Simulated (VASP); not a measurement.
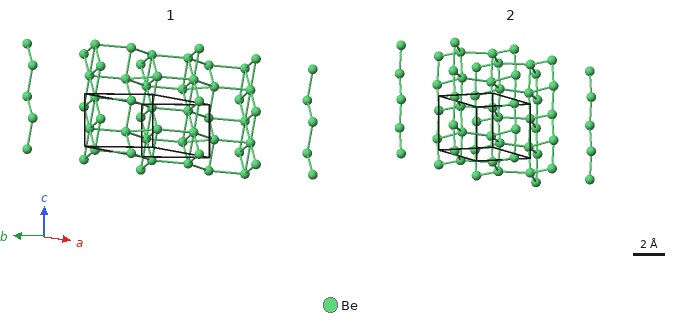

Two geometries of solid Be (a generated structure, set up in Cccm), drawn at one scale. One is the start of a relaxation, the other its converged end. Style: ball-and-stick. Shown: the cell of the calculation, repeated 3 × 2 × 2 with one cell outlined, from a free direction.

Computed with Kohn-Sham DFT of a periodic cell, PBE, VASP PAW PBE potentials, recommended in VASP. (plane-wave cutoff 600 eV; k-point mesh 6 × 6 × 6; occupations gaussian; smearing width 0.1 eV; no spin polarisation)

Q: Which of the two is the end point?

A: Structure 1 is the relaxed one. The run lets cell and atoms move. Over 42 geometry steps the energy falls by 3.686 eV per cell of the calculation. Largest force component: 2.6 eV/Å at the start, 0.0096 eV/Å at the end. Pressure: 23.10 GPa at the start and 0.09 GPa at the end. The largest moves relative to the cell, 0.87 Å, are those of Be atoms. Cell: a = b 3.557 → 4.416 Å (+24.2 %), c 3.662 → 3.569 Å (−2.6 %), γ 122.9° → 149.2°. Volume −8.4 %. Near-neighbour distances that change, for instance: Be–Be 4.265 → 2.133 Å, Be–Be 4.148 → 2.136 Å, Be–Be 1.728 → 3.411 Å, Be–Be 3.401 → 2.346 Å. New bonds form, among them: Be–Be (4.15 → 2.14 Å), Be–Be (4.27 → 2.13 Å). Bonds break, among them: Be–Be (1.73 → 3.41 Å). Among the angles between lasting bonds that change: Be–Be–Be 160.1° → 113.4°, Be–Be–Be 88.5° → 72.4°. The space group (tolerance 0.01 Å) goes from Cccm (No. 66) to Fmmm (No. 69).
